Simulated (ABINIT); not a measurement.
## Geometry relaxation of InAs (part 1 of 2)

InAs (F-43m, 2 atoms in the cell), computed with Kohn-Sham DFT of a periodic cell, LDA, JTH PAW LDA v2.0, no spin polarisation (ABINIT 10.8.3).

The structure derives from an entry of the Crystallography Open Database.

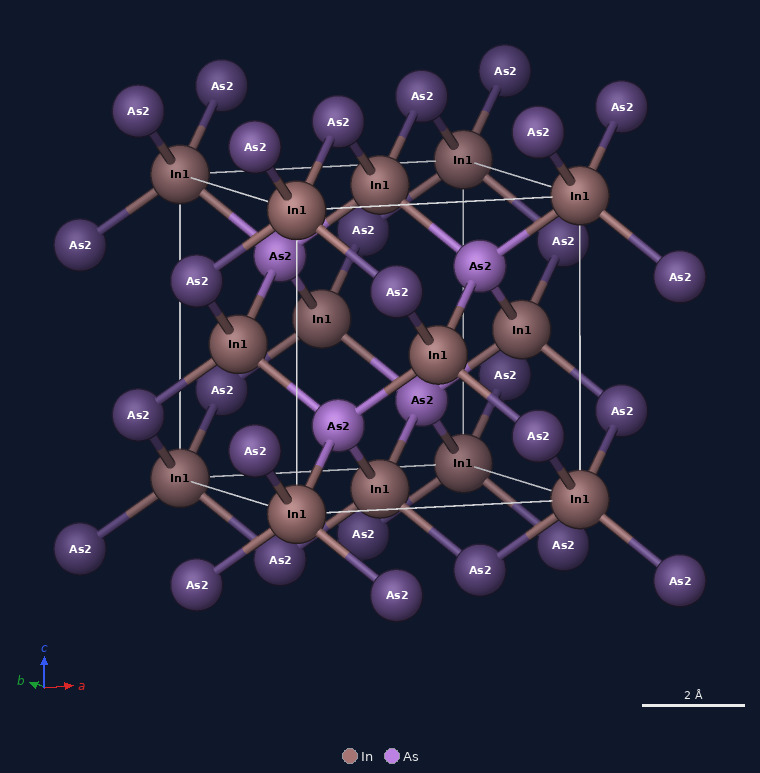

Fig. 1: The input geometry (ball-and-stick view of the cell 4 times as large as that of the calculation, set on its symmetry axes, seen slightly off an axis; neighbours outside the cell are drawn fainter; atoms are numbered from 1 in the order of the input).

**The input**
```
# Pseudopotentials
pp_dirpath "./"
pseudos "In.LDA_PW-JTH.xml, As.LDA_PW-JTH.xml"

# Structure
acell 3*1.0
rprim
     0.0000000000     5.7031934441     5.7031934441
     5.7031934441     0.0000000000     5.7031934441
     5.7031934441     5.7031934441     0.0000000000
ntypat 2
znucl 49 33
natom 2
typat 1 2
chkprim 0
chksymtnons 0
tolsym 1.0e-6
xred
            0.0            0.0            0.0
            3/4            3/4            3/4

# Plane-wave basis
ecut 17.0
pawecutdg 34.0
ecutsm 0.5

# k points
kptopt 1
ngkpt 6 6 6
nshiftk 1
shiftk 0.0 0.0 0.0

# Exchange and correlation
ixc 7

# Bands and occupations
nband 18
occopt 3
tsmear 0.05 eV

# SCF cycle
nstep 80
tolvrs 1.0e-10

# Output
iomode 3
prteig 0
prtebands 0
prtwf 0
prtden 0

# Relaxation
ionmov 2
optcell 2
ntime 50
tolmxf 2.0e-5
dilatmx 1.08
```

Hardware: 1 thread of Arm Neoverse V2, 24 GiB of memory available, shared host.

Launched with:
```bash
abinit run.abi > log 2>&1
```

**What the program printed**
```
.Version 10.8.3 of ABINIT
 Symmetries : space group F-4 3 m (#216); Bravais cF (face-center cubic)
================================================================================
 Values of the parameters that define the memory need of the present run
     intxc =       0    ionmov =       2      iscf =      17    lmnmax =      18
     lnmax =       6     mgfft =      36  mpssoang =       3    mqgrid =    3001
     natom =       2  nloc_mem =       2    nspden =       1   nspinor =       1
    nsppol =       1      nsym =      24    n1xccc =       1    ntypat =       2
    occopt =       3   xclevel =       1
       mpw =        1580          nfft =       46656          nkpt =          16
 PAW method is used; the additional fine FFT grid is defined by:
   mgfftf=        48    nfftf =    110592
================================================================================
================================================================================

--------------------------------------------------------------------------------
------------- Echo of variables that govern the present computation ------------
--------------------------------------------------------------------------------
 -outvars: echo values of preprocessed input variables --------
            acell      1.0000000000E+00  1.0000000000E+00  1.0000000000E+00 Bohr
              amu      1.14820000E+02  7.49215900E+01
          chkprim           0
      chksymtnons           0
          dilatmx      1.08000000E+00
             ecut      1.70000000E+01 Hartree
           ecutsm      5.00000000E-01 Hartree
           ionmov           2
              ixc           7
         kptrlatt        6    0    0      0    6    0      0    0    6
          kptrlen      4.83932011E+01
            natom           2
            nband          18
            ngfft          36      36      36
          ngfftdg          48      48      48
             nkpt          16
            nstep          80
             nsym          24
            ntime          50
           ntypat           2
           occopt           3
          optcell           2
        pawecutdg      3.40000000E+01 Hartree
           prtden           0
        prtebands           0
           prteig           0
            prtwf           0
            rprim      0.0000000000E+00  5.7031934441E+00  5.7031934441E+00
                       5.7031934441E+00  0.0000000000E+00  5.7031934441E+00
                       5.7031934441E+00  5.7031934441E+00  0.0000000000E+00
          spgroup         216
           tolmxf      2.00000000E-05
           tolsym      1.00000000E-06
           tolvrs      1.00000000E-10
           tsmear      1.83746611E-03 Hartree
            typat      1  2
           useylm           1
           xangst      0.0000000000E+00  0.0000000000E+00  0.0000000000E+00
                       4.5269999969E+00  4.5269999969E+00  4.5269999969E+00
            xcart      0.0000000000E+00  0.0000000000E+00  0.0000000000E+00
                       8.5547901661E+00  8.5547901661E+00  8.5547901661E+00
             xred      0.0000000000E+00  0.0000000000E+00  0.0000000000E+00
                       7.5000000000E-01  7.5000000000E-01  7.5000000000E-01
            znucl       49.00000   33.00000

================================================================================

 chkinp: Checking input parameters for consistency.

================================================================================
== DATASET  1 ==================================================================

--- !DatasetInfo
iteration_state: {dtset: 1, }
dimensions: {natom: 2, nkpt: 16, mband: 18, nsppol: 1, nspinor: 1, nspden: 1, mpw: 1580, }
cutoff_energies: {ecut:  17.0, pawecutdg:  34.0, }
electrons: {nelect:   2.80000000E+01, charge:   0.00000000E+00, occopt:   3.00000000E+00, tsmear:   1.83746611E-03, }
meta: {optdriver: 0, ionmov: 2, optcell: 2, iscf: 17, paral_kgb: 0, }
...

 Exchange-correlation functional for the present dataset will be:
  LDA: Perdew-Wang 92 LSD fit to Ceperley-Alder data - ixc=7
  J.P.Perdew and Y.Wang, PRB 45, 13244 (1992)

 Real(R)+Recip(G) space primitive vectors, cartesian coordinates (Bohr,Bohr^-1):
 R(1)=  0.0000000  5.7031934  5.7031934  G(1)= -0.0876702  0.0876702  0.0876702
 R(2)=  5.7031934  0.0000000  5.7031934  G(2)=  0.0876702 -0.0876702  0.0876702
 R(3)=  5.7031934  5.7031934  0.0000000  G(3)=  0.0876702  0.0876702 -0.0876702
 Unit cell volume ucvol=  3.7100888E+02 bohr^3
 Angles (23,13,12)=  6.00000000E+01  6.00000000E+01  6.00000000E+01 degrees

 Coarse grid specifications (used for wave-functions):

 getcut: wavevector=  0.0000  0.0000  0.0000  ngfft=  36  36  36
         ecut(hartree)=     19.829   => boxcut(ratio)=   2.22667

 getcut : COMMENT -
  Note that boxcut > 2.2 ; recall that boxcut=Gcut(box)/Gcut(sphere) = 2
  is sufficient for exact treatment of convolution.
  Such a large boxcut is a waste : you could raise ecut
  e.g. ecut=   24.578114 Hartrees makes boxcut=2

 Fine grid specifications (used for densities):

 getcut: wavevector=  0.0000  0.0000  0.0000  ngfft=  48  48  48
         ecut(hartree)=     39.658   => boxcut(ratio)=   2.09933

--- Pseudopotential description ------------------------------------------------
- pspini: atom type   1  psp file is ./In.LDA_PW-JTH.xml
 Pseudopotential format is: paw10
 basis_size (lnmax)=  6 (lmn_size= 18), orbitals=   0   0   1   1   2   2
 Spheres core radius: rc_sph= 2.50644782
 Shapefunction is BESSEL type: shapef(r,l)=aa(1,l)*jl(q(1,l)*r)+aa(2,l)*jl(q(2,l)*r)
 Radius for shape functions =  1.40569481
 Compensation charge density is not taken into account in XC energy/potential

- pspini: atom type   2  psp file is ./As.LDA_PW-JTH.xml
 Pseudopotential format is: paw10
 basis_size (lnmax)=  6 (lmn_size= 18), orbitals=   0   0   1   1   2   2
 Spheres core radius: rc_sph= 2.10391912
 Shapefunction is BESSEL type: shapef(r,l)=aa(1,l)*jl(q(1,l)*r)+aa(2,l)*jl(q(2,l)*r)
 Radius for shape functions =  1.70360438
 Compensation charge density is not taken into account in XC energy/potential

   1.31503144E+03                                ecore*ucvol(ha*bohr**3)
--------------------------------------------------------------------------------

================================================================================

=== [ionmov= 2] Broyden-Fletcher-Goldfarb-Shanno method (forces)
================================================================================

--- Iteration: ( 1/50) Internal Cycle: (1/1)
--------------------------------------------------------------------------------

---SELF-CONSISTENT-FIELD CONVERGENCE--------------------------------------------

--- !BeginCycle
iteration_state: {dtset: 1, itime: 1, icycle: 1, }
solver: {iscf: 17, nstep: 80, nline: 4, wfoptalg: 10, }
tolerances: {tolvrs: 1.00E-10, }
...

     iter   Etot(hartree)      deltaE(h)  residm     nres2
 ETOT  1  -171.52112135797    -1.715E+02 7.596E-01 4.497E+00
 ETOT  2  -172.32797536662    -8.069E-01 4.517E-02 3.250E+00
 ETOT  3  -172.32446915859     3.506E-03 1.529E-02 8.922E-01
 ETOT  4  -172.32239988760     2.069E-03 6.648E-04 3.896E-02
 ETOT  5  -172.32240571893    -5.831E-06 9.315E-05 1.891E-03
 ETOT  6  -172.32240940602    -3.687E-06 2.540E-05 7.926E-04
 ETOT  7  -172.32240901309     3.929E-07 4.827E-05 1.593E-05
 ETOT  8  -172.32240908858    -7.549E-08 8.219E-05 9.239E-07
 ETOT  9  -172.32240909493    -6.348E-09 5.265E-05 5.109E-08
 ETOT 10  -172.32240909515    -2.245E-10 8.559E-05 1.891E-08
 ETOT 11  -172.32240909516    -3.979E-12 5.434E-05 1.154E-09
 ETOT 12  -172.32240909516    -7.617E-12 9.276E-05 1.958E-10
 ETOT 13  -172.32240909517    -1.592E-12 5.807E-05 1.233E-11

 At SCF step   13       nres2   =  1.23E-11 < tolvrs=  1.00E-10 =>converged.

 Cartesian components of stress tensor (hartree/bohr^3)
  sigma(1 1)=  6.73378753E-06  sigma(3 2)=  0.00000000E+00
  sigma(2 2)=  6.73378753E-06  sigma(3 1)=  0.00000000E+00
  sigma(3 3)=  6.73378753E-06  sigma(2 1)=  0.00000000E+00

--- !ResultsGS
iteration_state: {dtset: 1, itime: 1, icycle: 1, }
comment   : Summary of ground state results
lattice_vectors:
- [  0.0000000,   5.7031934,   5.7031934, ]
- [  5.7031934,   0.0000000,   5.7031934, ]
- [  5.7031934,   5.7031934,   0.0000000, ]
lattice_lengths: [   8.06553,    8.06553,    8.06553, ]
lattice_angles: [ 60.000,  60.000,  60.000, ] # degrees, (23, 13, 12)
lattice_volume:   3.7100888E+02
convergence: {deltae: -1.592E-12, res2:  1.233E-11, residm:  5.807E-05, diffor: null, }
etotal    :  -1.72322409E+02
entropy   :   0.00000000E+00
fermie    :   1.47946415E-01
cartesian_stress_tensor: # hartree/bohr^3
- [  6.73378753E-06,   0.00000000E+00,   0.00000000E+00, ]
- [  0.00000000E+00,   6.73378753E-06,   0.00000000E+00, ]
- [  0.00000000E+00,   0.00000000E+00,   6.73378753E-06, ]
pressure_GPa:  -1.9811E-01
xred      :
- [  0.0000E+00,   0.0000E+00,   0.0000E+00, In]
- [  7.5000E-01,   7.5000E-01,   7.5000E-01, As]
cartesian_forces: # hartree/bohr
- [ -9.22127708E-31,  -3.68851083E-31,   2.02868096E-30, ]
- [  9.22127708E-31,   3.68851083E-31,  -2.02868096E-30, ]
force_length_stats: {min:   2.25874236E-30, max:   2.25874236E-30, mean:   2.25874236E-30, }
...

 Integrated electronic density in atomic spheres:
 ------------------------------------------------
 Atom  Sphere_radius  Integrated_density
    1        2.50645         11.23147051
    2        2.10392         12.68214042

---OUTPUT-----------------------------------------------------------------------

 Cartesian coordinates (xcart) [bohr]
  0.00000000000000E+00  0.00000000000000E+00  0.00000000000000E+00
  8.55479016615000E+00  8.55479016615000E+00  8.55479016615000E+00
 Reduced coordinates (xred)
  0.00000000000000E+00  0.00000000000000E+00  0.00000000000000E+00
  7.50000000000000E-01  7.50000000000000E-01  7.50000000000000E-01
 Cartesian forces (fcart) [Ha/bohr]; max,rms= 2.02868E-30 1.30409E-30 (free atoms)
 -9.22127708453229E-31 -3.68851083381292E-31  2.02868095859710E-30
  9.22127708453229E-31  3.68851083381292E-31 -2.02868095859710E-30
 Gradient of E wrt nuclear positions in reduced coordinates (gred)
 -9.46633086265214E-30 -6.31088724176809E-30  7.36270178206278E-30
  9.46633086265214E-30  6.31088724176810E-30 -7.36270178206278E-30
 Scale of Primitive Cell (acell) [bohr]
  1.00000000000000E+00  1.00000000000000E+00  1.00000000000000E+00
 Real space primitive translations (rprimd) [bohr]
  0.00000000000000E+00  5.70319344410000E+00  5.70319344410000E+00
  5.70319344410000E+00  0.00000000000000E+00  5.70319344410000E+00
  5.70319344410000E+00  5.70319344410000E+00  0.00000000000000E+00
 Unitary Cell Volume (ucvol) [Bohr^3]=  3.71008878832503E+02
 Angles (23,13,12)= [degrees]
  6.00000000000000E+01  6.00000000000000E+01  6.00000000000000E+01
 Lengths [Bohr]
  8.06553351748354E+00  8.06553351748354E+00  8.06553351748354E+00
 Stress tensor in cartesian coordinates (strten) [Ha/bohr^3]
  6.73378753036392E-06  0.00000000000000E+00  0.00000000000000E+00
  0.00000000000000E+00  6.73378753036045E-06  0.00000000000000E+00
  0.00000000000000E+00  0.00000000000000E+00  6.73378753036566E-06
 Total energy (etotal) [Ha]= -1.72322409095166E+02

--- Iteration: ( 2/50) Internal Cycle: (1/1)
--------------------------------------------------------------------------------

---SELF-CONSISTENT-FIELD CONVERGENCE--------------------------------------------

--- !BeginCycle
iteration_state: {dtset: 1, itime: 2, icycle: 1, }
solver: {iscf: 17, nstep: 80, nline: 4, wfoptalg: 10, }
tolerances: {tolvrs: 1.00E-10, }
...

     iter   Etot(hartree)      deltaE(h)  residm     nres2
 ETOT  1  -172.32242794619    -1.723E+02 6.149E-05 3.941E-03
 ETOT  2  -172.32241130014     1.665E-05 5.998E-05 3.147E-04
 ETOT  3  -172.32241068332     6.168E-07 1.137E-04 9.583E-05
 ETOT  4  -172.32241045472     2.286E-07 5.586E-05 4.071E-06
 ETOT  5  -172.32241046254    -7.816E-09 1.123E-04 1.141E-06
 ETOT  6  -172.32241046223     3.111E-10 4.935E-05 3.059E-08
 ETOT  7  -172.32241046245    -2.257E-10 8.650E-05 6.090E-09
 ETOT  8  -172.32241046247    -1.396E-11 4.120E-05 2.585E-10
 ETOT  9  -172.32241046247    -9.095E-13 6.825E-05 6.397E-12

 At SCF step    9       nres2   =  6.40E-12 < tolvrs=  1.00E-10 =>converged.

 Cartesian components of stress tensor (hartree/bohr^3)
  sigma(1 1)=  5.43484526E-06  sigma(3 2)=  0.00000000E+00
  sigma(2 2)=  5.43484526E-06  sigma(3 1)=  0.00000000E+00
  sigma(3 3)=  5.43484526E-06  sigma(2 1)=  0.00000000E+00

--- !ResultsGS
iteration_state: {dtset: 1, itime: 2, icycle: 1, }
comment   : Summary of ground state results
lattice_vectors:
- [  0.0000000,   5.7020413,   5.7020413, ]
- [  5.7020413,   0.0000000,   5.7020413, ]
- [  5.7020413,   5.7020413,   0.0000000, ]
lattice_lengths: [   8.06390,    8.06390,    8.06390, ]
lattice_angles: [ 60.000,  60.000,  60.000, ] # degrees, (23, 13, 12)
lattice_volume:   3.7078408E+02
convergence: {deltae: -9.095E-13, res2:  6.397E-12, residm:  6.825E-05, diffor: null, }
etotal    :  -1.72322410E+02
entropy   :   0.00000000E+00
fermie    :   1.48166191E-01
cartesian_stress_tensor: # hartree/bohr^3
- [  5.43484526E-06,   0.00000000E+00,   0.00000000E+00, ]
- [  0.00000000E+00,   5.43484526E-06,   0.00000000E+00, ]
- [  0.00000000E+00,   0.00000000E+00,   5.43484526E-06, ]
pressure_GPa:  -1.5990E-01
xred      :
- [  2.2636E-31,   1.2935E-31,  -2.9104E-31, In]
- [  7.5000E-01,   7.5000E-01,   7.5000E-01, As]
cartesian_forces: # hartree/bohr
- [ -0.00000000E+00,  -0.00000000E+00,  -0.00000000E+00, ]
- [ -0.00000000E+00,  -0.00000000E+00,  -0.00000000E+00, ]
force_length_stats: {min:   0.00000000E+00, max:   0.00000000E+00, mean:   0.00000000E+00, }
...

 Integrated electronic density in atomic spheres:
 ------------------------------------------------
 Atom  Sphere_radius  Integrated_density
    1        2.50645         11.23081122
    2        2.10392         12.68124203

---OUTPUT-----------------------------------------------------------------------
```
